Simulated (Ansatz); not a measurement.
Run report: WSi2, geometry relaxation (part 1 of 3)

WSi2 (slab, 12 atoms in the cell), computed with DFT PBE, scalar-relativistic, plane waves, PAW, no spin polarisation (Ansatz 0.2.0).

The structure derives from an entry of the Crystallography Open Database. It belongs to a series of runs on one base structure; here: (1 0 1) slab, atoms relaxed. Figures and captions count atoms from 1; the log counts them from 0 in places.

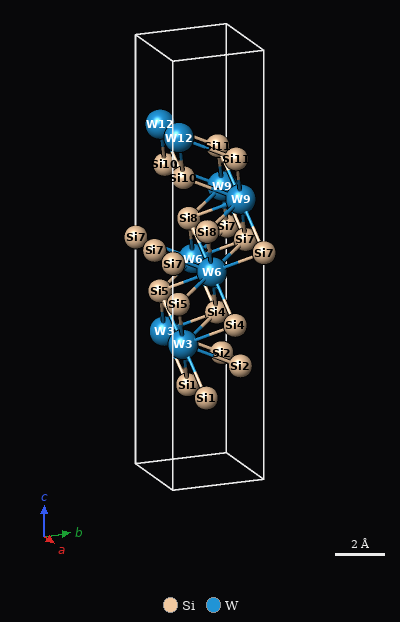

Fig. 1: The starting structure (ball-and-stick view of the 2 × 1 repeat of the cell, with the vacuum cut short, seen slightly off an axis; atoms are numbered from 1 in the order of the input).

### Input
```yaml
crystal:
  lattice:
    - [3.2289953256, 0.0, 0.0]
    - [-1.6144976628, 4.2518642008, 0.0]
    - [0.0, 0.0, 25.9491929706]
  atoms:
    - { symbol: Si, position: [0.7136657638, 0.4273315277, 0.2890263296] }
    - { symbol: Si, position: [0.4305179046, 0.8610358091, 0.3271124344] }
    - { symbol: W, position: [0.1441836684, 0.2883673368, 0.3656271375] }
    - { symbol: Si, position: [0.8578494322, 0.7156988644, 0.4041418406] }
    - { symbol: Si, position: [0.5747015729, 0.1494031459, 0.4422279454] }
    - { symbol: W, position: [0.2883673368, 0.5767346735, 0.4807426485] }
    - { symbol: Si, position: [0.0020331006, 0.0040662012, 0.5192573515] }
    - { symbol: Si, position: [0.7188852413, 0.4377704826, 0.5573434564] }
    - { symbol: W, position: [0.4325510051, 0.8651020103, 0.5958581594] }
    - { symbol: Si, position: [0.146216769, 0.2924335379, 0.6343728625] }
    - { symbol: Si, position: [0.8630689097, 0.7261378194, 0.6724589673] }
    - { symbol: W, position: [0.5767346735, 0.153469347, 0.7109736704] }
basis:
  ecutwfc: 420
kpoints:
  mp_grid: { grid: [11, 8, 1] }
hamiltonian:
  xc: pbe
scf:
  occupations: { method: gaussian, width: 0.1 }
output:
  forces: true
  eigenvalues: true
  write_density: true
  write_potential: true
  elf: true
  volumetric_format: npy
relax:
  adjacent_minimum: "off"
  f_tol: 0.02
  max_steps: 60
efield:
  axis: 3
  dipole_correction: true
  ramp_width: 0.04
```

Run as:
```bash
ansatz run input.yaml --threads 2 --pin off --max-ram 5632MiB --backend cpu --events-out ev --progress --plain --runs-dir out
```

### Log
```
Warning: crystal.symmetry: narrowed to the stabiliser of the k-point mesh — unitary ops 2 → 1; excluded 1 operation that carries a point of the 11×8×1 mesh (shift [0, 0, 0]) off the mesh (the run samples exactly the mesh kpoints.mp_grid names, as under crystal.symmetry.detect: false, and its converged state has the mesh's symmetry, not the crystal's; ε∞, the Born charges and the force constants of a linear response (`dielectric:` by the response, `phonons.method: dfpt`) are averaged over those of the crystal's operations that the state keeps within a tolerance, where `mesh_tensors`, `unaveraged_element` or `gamma_mean_max_change_ev_ang2` stands beside them; a row that `dielectric.field_direction` solves alone is averaged likewise, with nothing beside; a Γ-centred mesh of equal divisions is mapped onto itself by every operation and keeps the whole group, as does a half-shifted one under kpoints.further_shifts: images)
Engine: ansatz 0.2.0, x86_64-unknown-linux-gnu
Pseudopotentials: kind: paw
Pseudopotential: Si, paw, valence charge 4, recommended cutoff 420 eV (normal), Si.paw.azcp
Pseudopotential: W, paw, valence charge 14, recommended cutoff 420 eV (normal), W.paw.azcp
Functional definition: PBE
  parameter kappa = 0.804
  parameter beta = 0.06672455060314922
  exchange = pbe_x(kappa = kappa, mu = beta*pi^2/3)
  correlation = pbe_c(beta = beta)
Crystal: 12 atoms, lattice volume = 356.263 Å³
Basis set: ecut = 420 eV, 7017 PW (Γ), exchange–correlation on 48×64×360 points (8 copies of the dense FFT grid, shifted against one another)
Bands: 56, of which v1, the nominal top of the filled ones, is band 44 counted from 1 (43 counted from 0)
Symmetry: 1 space group operations
k-points: 45 of 88 (time reversal used)
Non-local potential: Si, projectors of the file, l = 0: 2, l = 1: 2, l = 2: 2
Non-local potential: W, projectors of the file, l = 0: 3, l = 1: 2, l = 2: 2, l = 3: 1
PAW form: soft (Blöchl's): semilocal exchange-correlation on the pseudo side does not see the compensation charge
PAW one-centre angular grid: Si, 110 points (default); XC on 64 Gauss nodes
PAW one-centre angular grid: W, 590 points (default); XC on 64 Gauss nodes
Initial density: superposition of atomic densities (neutral atoms: chi_scale 0, normalization atom), corrected by the library's trained network
Initial wavefunctions: pseudopotential atomic-orbital guess
Functional: x = pbe(κ = 0.804, μ = 0.2195149727645171), c = pbe(β = 0.06672455060314922)
SCF iter   1: F=—  HF=-46623.943214 eV  |F-HF|=—  |Δ(HF+E_count)|=         —  Δρ=5.54e-3  dr2=1.36e0  ethr=1.77e-3  p=0.039 e·Å  D=2.00e-2 V/Å  ΔV_dip=-0.52 eV  dr2_dipole=1.29e0  V_vac-E_F(+/−)=4.32/4.84 eV  ⟨swp⟩=11.5  Hψ=15016  notcnv=0
efield: sawtooth ramp at fractional position 0.9800 (placed from the atoms, in the widest stretch of the axis that holds none; the zero of the levels goes with the place), width 0.0400; the density the first Hamiltonian is built on has a dipole p = 0.039 e·Å; the dipole correction subtracts the counter field D = 2.00e-2 V/Å, which shifts the + side's vacuum level by -0.52 eV against the − side's; the planar-averaged density in the ramp window peaks in size at 4.2e-5 e/Å³
preconditioner: auto → LDOS  [metal: Δε(μ)=0.009 eV  Ē_g=6.644 eV  σ=0.100 eV  W_gap=0.05  n_scr=62 (ndim 8)  ℏωp=14.7 eV  f_vac=0.446  D(μ)=8.15/eV (n_scr^D=38)  β→1.0]
SCF iter   2: F=—  HF=-46623.899989 eV  |F-HF|=—  |Δ(HF+E_count)|=   4.32e-2  Δρ=2.56e-3  dr2=1.00e-1  ethr=1.55e-3  p=0.082 e·Å  D=4.16e-2 V/Å  ΔV_dip=-1.08 eV  dr2_dipole=1.92e-2  V_vac-E_F(+/−)=4.13/5.21 eV  ⟨swp⟩=1.9  Hψ=3045  notcnv=0  defer=115
SCF iter   3: F=—  HF=-46623.893901 eV  |F-HF|=—  |Δ(HF+E_count)|=   6.09e-3  Δρ=8.19e-4  dr2=1.13e-2  ethr=1.14e-4  p=0.088 e·Å  D=4.44e-2 V/Å  ΔV_dip=-1.15 eV  dr2_dipole=2.73e-3  V_vac-E_F(+/−)=4.12/5.28 eV  ⟨swp⟩=2.0  Hψ=3295  notcnv=0  defer=220
SCF iter   4: F=—  HF=-46623.893307 eV  |F-HF|=—  |Δ(HF+E_count)|=   5.94e-4  Δρ=3.04e-4  dr2=1.70e-3  ethr=1.28e-5  p=0.093 e·Å  D=4.72e-2 V/Å  ΔV_dip=-1.22 eV  dr2_dipole=8.47e-10  V_vac-E_F(+/−)=4.08/5.31 eV  ⟨swp⟩=2.2  Hψ=3603  notcnv=0  defer=220
SCF iter   5: F=—  HF=-46623.893227 eV  |F-HF|=—  |Δ(HF+E_count)|=   8.03e-5  Δρ=1.51e-4  dr2=5.48e-4  ethr=1.93e-6  p=0.097 e·Å  D=4.90e-2 V/Å  ΔV_dip=-1.27 eV  dr2_dipole=1.20e-5  V_vac-E_F(+/−)=4.06/5.33 eV  ⟨swp⟩=2.8  Hψ=4295  notcnv=0  defer=109
SCF iter   6: F=—  HF=-46623.893188 eV  |F-HF|=—  |Δ(HF+E_count)|=   3.87e-5  Δρ=4.81e-5  dr2=4.44e-5  ethr=6.23e-7  p=0.098 e·Å  D=4.99e-2 V/Å  ΔV_dip=-1.29 eV  dr2_dipole=3.42e-6  V_vac-E_F(+/−)=4.05/5.34 eV  ⟨swp⟩=2.5  Hψ=3402  notcnv=0  defer=109
iter 7 did not close the SCF: its close was put off until two iterations running show no level that it waits for move by more than its bar (scf_convergence_deferred on its scf_iter line)
SCF iter   7: F=-46623.893184 eV  HF=-46623.893192 eV  |F-HF|=7.50e-6  |Δ(HF+E_count)|=   3.67e-6  Δρ=2.30e-5  dr2=8.22e-6  ethr=1.14e-8  p=0.099 e·Å  D=5.03e-2 V/Å  ΔV_dip=-1.31 eV  dr2_dipole=1.74e-6  V_vac-E_F(+/−)=4.04/5.34 eV  ⟨swp⟩=28.3  Hψ=32545  notcnv=0
SCF iter   8: F=-46623.893191 eV  HF=-46623.893192 eV  |F-HF|=8.03e-7  |Δ(HF+E_count)|=   4.26e-8  Δρ=9.04e-6  dr2=1.12e-6  ethr=9.34e-9  p=0.099 e·Å  D=5.04e-2 V/Å  ΔV_dip=-1.31 eV  dr2_dipole=2.86e-7  V_vac-E_F(+/−)=4.04/5.34 eV  ⟨swp⟩=13.9  Hψ=25243  notcnv=0
SCF 1 converged in 8 iterations: F = -46623.893191 eV  dr2 = 1.12e-6
  greatest PAW one-centre occupation: 1.000 electrons in one spin orbital (limit 2), on the W atom at site 11 (counted from 0), in its partial waves of l = 0
relax step   1: F+E_penalty+E_count = -46623.89319092 eV  Δ(F+E_penalty+E_count) = +0.000e0 eV  max|allowed force component| = 2.083e0 eV/Å  Δτ_max = 0.0000 Å  (8 SCF iters, dr2 threshold 1.00e-5 eV, accepted)
Initial density: handed on by an earlier stage of this run
Initial wavefunctions: those handed on with the density
iter 1 solved again at ethr=1.51e-3 eV; its pass at ethr=3.10e-3 eV (dr2=1.33e0 eV) is discarded
SCF iter   1: F=—  HF=-46624.303798 eV  |F-HF|=—  |Δ(HF+E_count)|=         —  Δρ=9.85e-3  dr2=1.45e0  ethr=1.51e-3  p=0.099 e·Å  D=5.04e-2 V/Å  ΔV_dip=-1.31 eV  dr2_dipole=4.43e-1  V_vac-E_F(+/−)=4.12/5.42 eV  ⟨swp⟩=1.9  Hψ=9646  notcnv=0  defer=206
efield: sawtooth ramp at fractional position 0.9800 (handed on by an earlier solve), width 0.0400; the density the first Hamiltonian is built on has a dipole p = 0.099 e·Å; the dipole correction subtracts the counter field D = 5.04e-2 V/Å, which shifts the + side's vacuum level by -1.31 eV against the − side's; the planar-averaged density in the ramp window peaks in size at 3.1e-6 e/Å³
preconditioner: auto → LDOS  [metal: Δε(μ)=0.006 eV  Ē_g=6.723 eV  σ=0.100 eV  W_gap=0.04  n_scr=62 (ndim 8)  ℏωp=14.7 eV  f_vac=0.454  D(μ)=8.31/eV (n_scr^D=38)  β→1.0]
SCF iter   2: F=—  HF=-46624.231350 eV  |F-HF|=—  |Δ(HF+E_count)|=   7.24e-2  Δρ=5.24e-3  dr2=3.36e-1  ethr=1.51e-3  p=0.132 e·Å  D=6.71e-2 V/Å  ΔV_dip=-1.74 eV  dr2_dipole=1.79e-4  V_vac-E_F(+/−)=3.69/5.43 eV  ⟨swp⟩=3.3  Hψ=4432  notcnv=0  defer=206
SCF iter   3: F=—  HF=-46624.189619 eV  |F-HF|=—  |Δ(HF+E_count)|=   4.17e-2  Δρ=1.66e-3  dr2=3.39e-2  ethr=3.82e-4  p=0.117 e·Å  D=5.95e-2 V/Å  ΔV_dip=-1.54 eV  dr2_dipole=1.97e-3  V_vac-E_F(+/−)=3.87/5.41 eV  ⟨swp⟩=2.6  Hψ=4571  notcnv=0  defer=215
SCF iter   4: F=—  HF=-46624.185021 eV  |F-HF|=—  |Δ(HF+E_count)|=   4.60e-3  Δρ=5.61e-4  dr2=4.48e-3  ethr=3.85e-5  p=0.121 e·Å  D=6.13e-2 V/Å  ΔV_dip=-1.59 eV  dr2_dipole=4.42e-4  V_vac-E_F(+/−)=3.82/5.42 eV  ⟨swp⟩=2.6  Hψ=4190  notcnv=0  defer=219
SCF iter   5: F=—  HF=-46624.185017 eV  |F-HF|=—  |Δ(HF+E_count)|=   4.22e-6  Δρ=2.29e-4  dr2=6.93e-4  ethr=5.09e-6  p=0.122 e·Å  D=6.22e-2 V/Å  ΔV_dip=-1.61 eV  dr2_dipole=7.62e-5  V_vac-E_F(+/−)=3.81/5.42 eV  ⟨swp⟩=2.2  Hψ=3461  notcnv=0  defer=219
SCF iter   6: F=-46624.184918 eV  HF=-46624.184965 eV  |F-HF|=4.70e-5  |Δ(HF+E_count)|=   5.19e-5  Δρ=8.33e-5  dr2=6.47e-5  ethr=1.14e-7  p=0.123 e·Å  D=6.24e-2 V/Å  ΔV_dip=-1.62 eV  dr2_dipole=8.83e-6  V_vac-E_F(+/−)=3.80/5.42 eV  ⟨swp⟩=29.2  Hψ=34476  notcnv=0
SCF 2 converged in 6 iterations: F = -46624.184918 eV  dr2 = 6.47e-5
  Residual-converged pass: ⟨swp⟩=1.0  Hψ=2700  notcnv=0  max |occ|·‖R‖ = 7.0e-9 eV (tolerance 1.0e-8 eV)  dr2=6.47e-5  dr2_onsite=5.36e-7  max |Δocc| = 3.4e-10
  greatest PAW one-centre occupation: 1.000 electrons in one spin orbital (limit 2), on the W atom at site 8 (counted from 0), in its partial waves of l = 0
relax step   2: F+E_penalty+E_count = -46624.18491766 eV  Δ(F+E_penalty+E_count) = -2.917e-1 eV  max|allowed force component| = 7.097e-1 eV/Å  Δτ_max = 0.1949 Å  (6 SCF iters, dr2 threshold 1.00e-4 eV, accepted)
iter 1 solved again at ethr=1.88e-4 eV; its pass at ethr=3.10e-3 eV (dr2=1.65e-1 eV) is discarded
SCF iter   1: F=—  HF=-46624.253538 eV  |F-HF|=—  |Δ(HF+E_count)|=         —  Δρ=3.49e-3  dr2=1.58e-1  ethr=1.88e-4  p=0.123 e·Å  D=6.24e-2 V/Å  ΔV_dip=-1.62 eV  dr2_dipole=6.47e-2  V_vac-E_F(+/−)=3.81/5.43 eV  ⟨swp⟩=2.0  Hψ=8459  notcnv=0  defer=221
efield: sawtooth ramp at fractional position 0.9800 (handed on by an earlier solve), width 0.0400; the density the first Hamiltonian is built on has a dipole p = 0.123 e·Å; the dipole correction subtracts the counter field D = 6.24e-2 V/Å, which shifts the + side's vacuum level by -1.62 eV against the − side's; the planar-averaged density in the ramp window peaks in size at 2.6e-6 e/Å³
preconditioner: auto → LDOS  [metal: Δε(μ)=0.009 eV  Ē_g=6.656 eV  σ=0.100 eV  W_gap=0.05  n_scr=62 (ndim 8)  ℏωp=14.7 eV  f_vac=0.450  D(μ)=8.78/eV (n_scr^D=54)  β→1.0]
SCF iter   2: F=—  HF=-46624.244510 eV  |F-HF|=—  |Δ(HF+E_count)|=   9.03e-3  Δρ=1.65e-3  dr2=2.99e-2  ethr=1.80e-4  p=0.124 e·Å  D=6.32e-2 V/Å  ΔV_dip=-1.64 eV  dr2_dipole=1.92e-4  V_vac-E_F(+/−)=3.86/5.50 eV  ⟨swp⟩=2.1  Hψ=3712  notcnv=0  defer=221
SCF iter   3: F=—  HF=-46624.240941 eV  |F-HF|=—  |Δ(HF+E_count)|=   3.57e-3  Δρ=6.38e-4  dr2=5.71e-3  ethr=3.39e-5  p=0.126 e·Å  D=6.38e-2 V/Å  ΔV_dip=-1.66 eV  dr2_dipole=8.27e-5  V_vac-E_F(+/−)=3.84/5.49 eV  ⟨swp⟩=2.3  Hψ=4419  notcnv=0  defer=221
SCF iter   4: F=—  HF=-46624.239866 eV  |F-HF|=—  |Δ(HF+E_count)|=   1.07e-3  Δρ=1.47e-4  dr2=2.97e-4  ethr=6.49e-6  p=0.126 e·Å  D=6.38e-2 V/Å  ΔV_dip=-1.66 eV  dr2_dipole=3.95e-5  V_vac-E_F(+/−)=3.85/5.50 eV  ⟨swp⟩=3.5  Hψ=5050  notcnv=0  defer=221
SCF iter   5: F=—  HF=-46624.239879 eV  |F-HF|=—  |Δ(HF+E_count)|=   1.24e-5  Δρ=6.33e-5  dr2=6.94e-5  ethr=3.38e-7  p=0.126 e·Å  D=6.39e-2 V/Å  ΔV_dip=-1.66 eV  dr2_dipole=5.32e-6  V_vac-E_F(+/−)=3.85/5.51 eV  ⟨swp⟩=2.3  Hψ=3712  notcnv=0  defer=221
SCF iter   6: F=-46624.239878 eV  HF=-46624.239881 eV  |F-HF|=2.57e-6  |Δ(HF+E_count)|=   2.13e-6  Δρ=1.95e-5  dr2=5.05e-6  ethr=3.58e-8  p=0.126 e·Å  D=6.40e-2 V/Å  ΔV_dip=-1.66 eV  dr2_dipole=2.96e-7  V_vac-E_F(+/−)=3.85/5.51 eV  ⟨swp⟩=28.7  Hψ=32958  notcnv=0
SCF 3 converged in 6 iterations: F = -46624.239878 eV  dr2 = 5.05e-6
relax step   3: F+E_penalty+E_count = -46624.23987820 eV  Δ(F+E_penalty+E_count) = -5.496e-2 eV  max|allowed force component| = 3.147e-1 eV/Å  Δτ_max = 0.0618 Å  (6 SCF iters, dr2 threshold 3.15e-5 eV, accepted)
iter 1 solved again at ethr=2.95e-4 eV; its pass at ethr=3.10e-3 eV (dr2=2.60e-1 eV) is discarded
SCF iter   1: F=—  HF=-46624.301026 eV  |F-HF|=—  |Δ(HF+E_count)|=         —  Δρ=4.35e-3  dr2=2.20e-1  ethr=2.95e-4  p=0.126 e·Å  D=6.40e-2 V/Å  ΔV_dip=-1.66 eV  dr2_dipole=8.13e-2  V_vac-E_F(+/−)=3.85/5.51 eV  ⟨swp⟩=2.0  Hψ=9428  notcnv=0  defer=218
efield: sawtooth ramp at fractional position 0.9800 (handed on by an earlier solve), width 0.0400; the density the first Hamiltonian is built on has a dipole p = 0.126 e·Å; the dipole correction subtracts the counter field D = 6.40e-2 V/Å, which shifts the + side's vacuum level by -1.66 eV against the − side's; the planar-averaged density in the ramp window peaks in size at 2.3e-6 e/Å³
preconditioner: auto → LDOS  [metal: Δε(μ)=0.024 eV  Ē_g=6.637 eV  σ=0.100 eV  W_gap=0.14  n_scr=62 (ndim 8)  ℏωp=14.7 eV  f_vac=0.445  D(μ)=7.33/eV (n_scr^D=36)  β→1.0]
SCF iter   2: F=—  HF=-46624.286037 eV  |F-HF|=—  |Δ(HF+E_count)|=   1.50e-2  Δρ=2.35e-3  dr2=6.98e-2  ethr=2.50e-4  p=0.126 e·Å  D=6.39e-2 V/Å  ΔV_dip=-1.66 eV  dr2_dipole=1.80e-3  V_vac-E_F(+/−)=3.88/5.54 eV  ⟨swp⟩=2.4  Hψ=3892  notcnv=0  defer=218
SCF iter   3: F=—  HF=-46624.274480 eV  |F-HF|=—  |Δ(HF+E_count)|=   1.16e-2  Δρ=7.11e-4  dr2=6.76e-3  ethr=7.93e-5  p=0.121 e·Å  D=6.15e-2 V/Å  ΔV_dip=-1.60 eV  dr2_dipole=4.56e-4  V_vac-E_F(+/−)=3.87/5.47 eV  ⟨swp⟩=2.5  Hψ=3987  notcnv=0  defer=218
SCF iter   4: F=—  HF=-46624.272945 eV  |F-HF|=—  |Δ(HF+E_count)|=   1.53e-3  Δρ=1.35e-4  dr2=1.37e-4  ethr=7.68e-6  p=0.122 e·Å  D=6.22e-2 V/Å  ΔV_dip=-1.61 eV  dr2_dipole=2.11e-5  V_vac-E_F(+/−)=3.87/5.49 eV  ⟨swp⟩=3.0  Hψ=4678  notcnv=0  defer=224
SCF iter   5: F=—  HF=-46624.272962 eV  |F-HF|=—  |Δ(HF+E_count)|=   1.69e-5  Δρ=5.17e-5  dr2=1.41e-5  ethr=1.55e-7  p=0.122 e·Å  D=6.22e-2 V/Å  ΔV_dip=-1.61 eV  dr2_dipole=3.99e-8  V_vac-E_F(+/−)=3.87/5.48 eV  ⟨swp⟩=2.8  Hψ=4410  notcnv=0  defer=224
SCF iter   6: F=-46624.272972 eV  HF=-46624.272972 eV  |F-HF|=5.78e-7  |Δ(HF+E_count)|=   9.91e-6  Δρ=1.87e-5  dr2=2.17e-6  ethr=1.31e-8  p=0.122 e·Å  D=6.21e-2 V/Å  ΔV_dip=-1.61 eV  dr2_dipole=1.53e-7  V_vac-E_F(+/−)=3.87/5.48 eV  ⟨swp⟩=28.8  Hψ=29860  notcnv=0
SCF 4 converged in 6 iterations: F = -46624.272972 eV  dr2 = 2.17e-6
  greatest PAW one-centre occupation: 1.000 electrons in one spin orbital (limit 2), on the W atom at site 2 (counted from 0), in its partial waves of l = 0
relax step   4: F+E_penalty+E_count = -46624.27297218 eV  Δ(F+E_penalty+E_count) = -3.309e-2 eV  max|allowed force component| = 5.197e-1 eV/Å  Δτ_max = 0.2000 Å  (6 SCF iters, dr2 threshold 1.15e-5 eV, accepted)
```
